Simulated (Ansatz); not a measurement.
## Run report: BN, single-point calculation (part 1 of 2)

System: BN (48 atoms in the cell).
Method: DFT PBE, scalar-relativistic, plane waves, PAW, no spin polarisation (Ansatz 0.2.0).

The structure derives from a Materials Project entry.

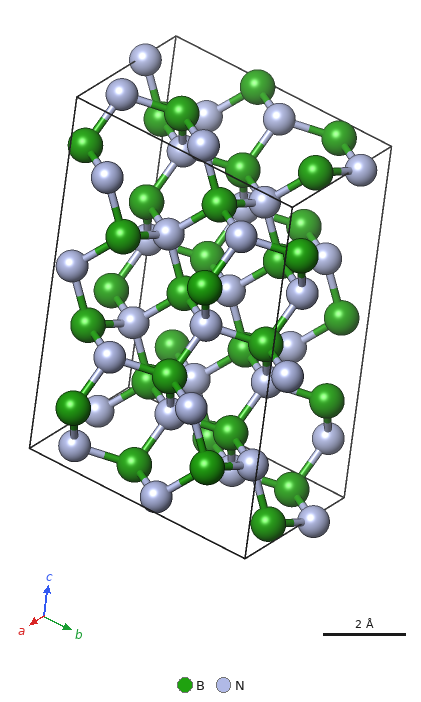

**Figure 1.** The structure as given in the input (ball-and-stick view of the cell of the calculation, seen slightly off an axis). An atom can appear more than once, as a periodic image.

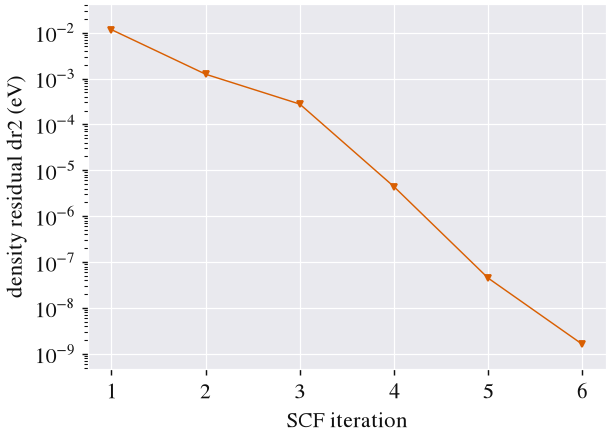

**Figure 2.** Convergence of the self-consistent field: density residual dr2 against the SCF iteration. The residual falls at every step.

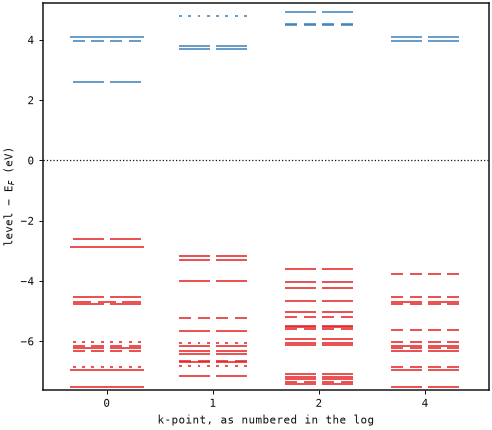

**Figure 3.** Kohn–Sham levels near the Fermi level (dotted) at the few k-points that the log prints; levels within 0.02 eV of each other stand side by side. Among these points the highest filled and lowest empty levels are 5.21 eV apart, which is the gap on the mesh.

The input that produced these results follows, with the program's output.

### The input
```yaml
crystal:
  lattice:
    - [-3.830909, 2.211777, -4.226855]
    - [3.830909, -2.211777, -4.226855]
    - [-3.830909, -6.63533, 4.226855]
  atoms:
    - { symbol: B, position: [0.666805, 0.333471, 0.0] }
    - { symbol: B, position: [0.166805, 0.833471, 0.0] }
    - { symbol: B, position: [0.833472, 0.000138, 0.833333] }
    - { symbol: B, position: [0.333472, 0.500138, 0.833333] }
    - { symbol: B, position: [0.000138, 0.666804, 0.666667] }
    - { symbol: B, position: [0.500138, 0.166804, 0.666667] }
    - { symbol: B, position: [0.166805, 0.333471, 0.5] }
    - { symbol: B, position: [0.666805, 0.833471, 0.5] }
    - { symbol: B, position: [0.333472, 0.000138, 0.333333] }
    - { symbol: B, position: [0.833472, 0.500138, 0.333333] }
    - { symbol: B, position: [0.500138, 0.666804, 0.166667] }
    - { symbol: B, position: [0.000138, 0.166804, 0.166667] }
    - { symbol: B, position: [0.583471, 0.916805, 0.0] }
    - { symbol: B, position: [0.083471, 0.416805, 0.0] }
    - { symbol: B, position: [0.750138, 0.583472, 0.833333] }
    - { symbol: B, position: [0.250138, 0.083472, 0.833333] }
    - { symbol: B, position: [0.916804, 0.250138, 0.666667] }
    - { symbol: B, position: [0.416804, 0.750138, 0.666667] }
    - { symbol: B, position: [0.083471, 0.916805, 0.5] }
    - { symbol: B, position: [0.583471, 0.416805, 0.5] }
    - { symbol: B, position: [0.250138, 0.583472, 0.333333] }
    - { symbol: B, position: [0.750138, 0.083472, 0.333333] }
    - { symbol: B, position: [0.416804, 0.250138, 0.166667] }
    - { symbol: B, position: [0.916804, 0.750138, 0.166667] }
    - { symbol: "N", position: [0.854029, 0.520695, 0.0] }
    - { symbol: "N", position: [0.354029, 0.020695, 0.0] }
    - { symbol: "N", position: [0.020696, 0.187362, 0.833333] }
    - { symbol: "N", position: [0.520696, 0.687362, 0.833333] }
    - { symbol: "N", position: [0.187362, 0.854028, 0.666667] }
    - { symbol: "N", position: [0.687362, 0.354028, 0.666667] }
    - { symbol: "N", position: [0.354029, 0.520695, 0.5] }
    - { symbol: "N", position: [0.854029, 0.020695, 0.5] }
    - { symbol: "N", position: [0.520696, 0.187362, 0.333333] }
    - { symbol: "N", position: [0.020696, 0.687362, 0.333333] }
    - { symbol: "N", position: [0.687362, 0.854028, 0.166667] }
    - { symbol: "N", position: [0.187362, 0.354028, 0.166667] }
    - { symbol: "N", position: [0.770695, 0.104029, 0.0] }
    - { symbol: "N", position: [0.270695, 0.604029, 0.0] }
    - { symbol: "N", position: [0.937362, 0.770696, 0.833333] }
    - { symbol: "N", position: [0.437362, 0.270696, 0.833333] }
    - { symbol: "N", position: [0.104028, 0.437362, 0.666667] }
    - { symbol: "N", position: [0.604028, 0.937362, 0.666667] }
    - { symbol: "N", position: [0.270695, 0.104029, 0.5] }
    - { symbol: "N", position: [0.770695, 0.604029, 0.5] }
    - { symbol: "N", position: [0.437362, 0.770696, 0.333333] }
    - { symbol: "N", position: [0.937362, 0.270696, 0.333333] }
    - { symbol: "N", position: [0.604028, 0.437362, 0.166667] }
    - { symbol: "N", position: [0.104028, 0.937362, 0.166667] }
basis:
  ecutwfc: 420
  fft_grid_basis: typed
kpoints:
  mp_grid: { grid: [2, 2, 2] }
hamiltonian:
  xc: pbe
  pseudopotentials: { kind: paw }
scf:
  occupations: { method: gaussian, width: 0.05 }
output:
  forces: true
  stress: false
  eigenvalues: true
  bader: false
  write_density: true
  volumetric_format: npy
```

Run as:
```bash
ansatz run input.yaml --threads 4 --pin off --max-ram 10240MiB --backend cpu --events-out ev --progress --plain --runs-dir out
```

### Log
```
Warning: the atoms were moved onto the symmetric positions of the space group found under crystal.symmetry.tolerance 1.0e-5 (fractional; no operation is sought that the atoms, as they stand in a round, miss by more than twice it, and no atom is moved by as much as it), and the run uses the moved positions. Before a round's move an operation carried an atom to 9.88e-6 Å from where it should land, the largest such distance. Atom 2 (counting from 0) moved farthest, by 4.94e-6 Å; the longest move in fractions of the cell, of whichever atom, is 0.05 of the tolerance, in 1 round. To run the atoms as typed, lower crystal.symmetry.tolerance until the operations that they miss are no longer found, or set crystal.symmetry.detect: false (a key that needs symmetry detection or time reversal refuses this as the deck is read). The positions used, in the order of the run's atom list: position: [0.666805, 0.333471, 0.0]; position: [0.166805, 0.833471, 0.0]; position: [0.8334716666666666, 0.00013766666666664828, 0.8333333333333334]; position: [0.33347166666666667, 0.5001376666666667, 0.8333333333333334]; position: [0.00013833333333332392, 0.6668043333333333, 0.6666666666666666]; position: [0.5001383333333334, 0.16680433333333333, 0.6666666666666666]; position: [0.166805, 0.333471, 0.5]; position: [0.666805, 0.833471, 0.5]; position: [0.33347166666666667, 0.00013766666666664828, 0.3333333333333333]; position: [0.8334716666666666, 0.5001376666666667, 0.3333333333333333]; position: [0.5001383333333334, 0.6668043333333333, 0.16666666666666666]; position: [0.00013833333333332392, 0.16680433333333333, 0.16666666666666666]; position: [0.583471, 0.916805, 0.0]; position: [0.083471, 0.416805, 0.0]; position: [0.7501376666666667, 0.5834716666666666, 0.8333333333333334]; position: [0.25013766666666665, 0.08347166666666664, 0.8333333333333334]; position: [0.9168043333333333, 0.2501383333333333, 0.6666666666666666]; position: [0.41680433333333333, 0.7501383333333334, 0.6666666666666666]; position: [0.083471, 0.916805, 0.5]; position: [0.583471, 0.416805, 0.5]; position: [0.25013766666666665, 0.5834716666666666, 0.3333333333333333]; position: [0.7501376666666667, 0.08347166666666664, 0.3333333333333333]; position: [0.41680433333333333, 0.2501383333333333, 0.16666666666666666]; position: [0.9168043333333333, 0.7501383333333334, 0.16666666666666666]; position: [0.854029, 0.520695, 0.0]; position: [0.354029, 0.020695, 0.0]; position: [0.020695666666666664, 0.18736166666666668, 0.8333333333333334]; position: [0.5206956666666667, 0.6873616666666666, 0.8333333333333334]; position: [0.18736233333333335, 0.8540283333333334, 0.6666666666666666]; position: [0.6873623333333333, 0.35402833333333333, 0.6666666666666666]; position: [0.354029, 0.520695, 0.5]; position: [0.854029, 0.020695, 0.5]; position: [0.5206956666666667, 0.18736166666666668, 0.3333333333333333]; position: [0.020695666666666664, 0.6873616666666666, 0.3333333333333333]; position: [0.6873623333333333, 0.8540283333333334, 0.16666666666666666]; position: [0.18736233333333335, 0.35402833333333333, 0.16666666666666666]; position: [0.770695, 0.104029, 0.0]; position: [0.270695, 0.604029, 0.0]; position: [0.9373616666666666, 0.7706956666666667, 0.8333333333333334]; position: [0.4373616666666667, 0.27069566666666667, 0.8333333333333334]; position: [0.10402833333333335, 0.43736233333333335, 0.6666666666666666]; position: [0.6040283333333334, 0.9373623333333334, 0.6666666666666666]; position: [0.270695, 0.104029, 0.5]; position: [0.770695, 0.604029, 0.5]; position: [0.4373616666666667, 0.7706956666666667, 0.3333333333333333]; position: [0.9373616666666666, 0.27069566666666667, 0.3333333333333333]; position: [0.6040283333333334, 0.43736233333333335, 0.16666666666666666]; position: [0.10402833333333335, 0.9373623333333334, 0.16666666666666666]; The lattice was moved too: crystal.lattice keeps the space group found at crystal.symmetry.tolerance 1.0e-5 only nearly: the operation that it misses by the most changes a squared length by the fraction 3.84e-7. The run uses the lattice that is a stretch of the typed one, with no rotation, onto the one that keeps every operation to a double's rounding (on a very oblique basis the stretch itself rounds by more); the deck's lattice vector that moved farthest moved by 7.36e-7 Å. To run the lattice as typed, set crystal.symmetry.tolerance under 3.84e-7, the least fraction by which an operation that the lattice misses changes a squared length (the same key also sets how far an atom may lie from its image, so lowering it can lose operations that the atoms keep only within it), or set crystal.symmetry.detect: false, as for the atoms. crystal.lattice made exact, in Å and degrees: [[-3.8309092125843107, 2.2117766317932417, -4.226855], [3.8309092125843107, -2.2117766317932417, -4.226855], [-3.830909637752872, -6.635329631793221, 4.226855]]. Pasted over the deck's crystal.lattice, beside positions in fractional coordinates, it runs the same cell (given as lengths and angles, that cell in the form's own orientation, a rigid turn of the misfit's size from the one run here, for which a checkpoint.post_process_only pass over this run's state can be refused: where this run relaxes nothing, give such a pass this deck's own crystal.lattice, as typed; behind a relaxation, as crystal.lattice, the state's own cell, identity.cell in its checkpoint.json), and a matrix so pasted ends this notice, except on a very skew basis of the lattice, where the rounding of the pasted numbers themselves can read as a misfit: the cell is then moved again, and that move is told again. The lattice as run is in this notice's lattice.as_run_ang field (Run.prep()["deck_notices"] in Python, the deck_notice line of an events file, deck_notices of ansatz run --dry-run=json, or deck_notices in record.json in the deck's checkpoint.write directory).
Engine: ansatz 0.2.0, aarch64-unknown-linux-gnu
Pseudopotentials: kind: paw
Pseudopotential: B, paw, valence charge 3, recommended cutoff 420 eV (normal), B.paw.azcp
Pseudopotential: N, paw, valence charge 5, recommended cutoff 420 eV (normal), N.paw.azcp
Functional definition: PBE
  parameter kappa = 0.804
  parameter beta = 0.06672455060314922
  exchange = pbe_x(kappa = kappa, mu = beta*pi^2/3)
  correlation = pbe_c(beta = beta)
Crystal: 48 atoms, lattice volume = 286.517 Å³
Basis set: ecut = 420 eV, 5613 PW (Γ), exchange–correlation on 90×90×120 points (8 copies of the dense FFT grid, shifted against one another)
Bands: 144, of which v1, the nominal top of the filled ones, is band 96 counted from 1 (95 counted from 0)
Symmetry: 48 space group operations
Space group: P63mc (ITA 186), of the structure as read, at distance tolerance 6.6e-5 Å
k-points: 5 of 8
Non-local potential: B, projectors of the file, l = 0: 2, l = 1: 2, l = 2: 1
Non-local potential: N, projectors of the file, l = 0: 2, l = 1: 2, l = 2: 1
PAW form: soft (Blöchl's): semilocal exchange-correlation on the pseudo side does not see the compensation charge
PAW one-centre angular grid: B, 110 points (default); XC on 64 Gauss nodes
PAW one-centre angular grid: N, 110 points (default); XC on 64 Gauss nodes
Initial density: superposition of atomic densities (neutral atoms: chi_scale 0, normalization atom), corrected by the library's trained network
Initial wavefunctions: pseudopotential atomic-orbital guess
Functional: x = pbe(κ = 0.804, μ = 0.2195149727645171), c = pbe(β = 0.06672455060314922)
```
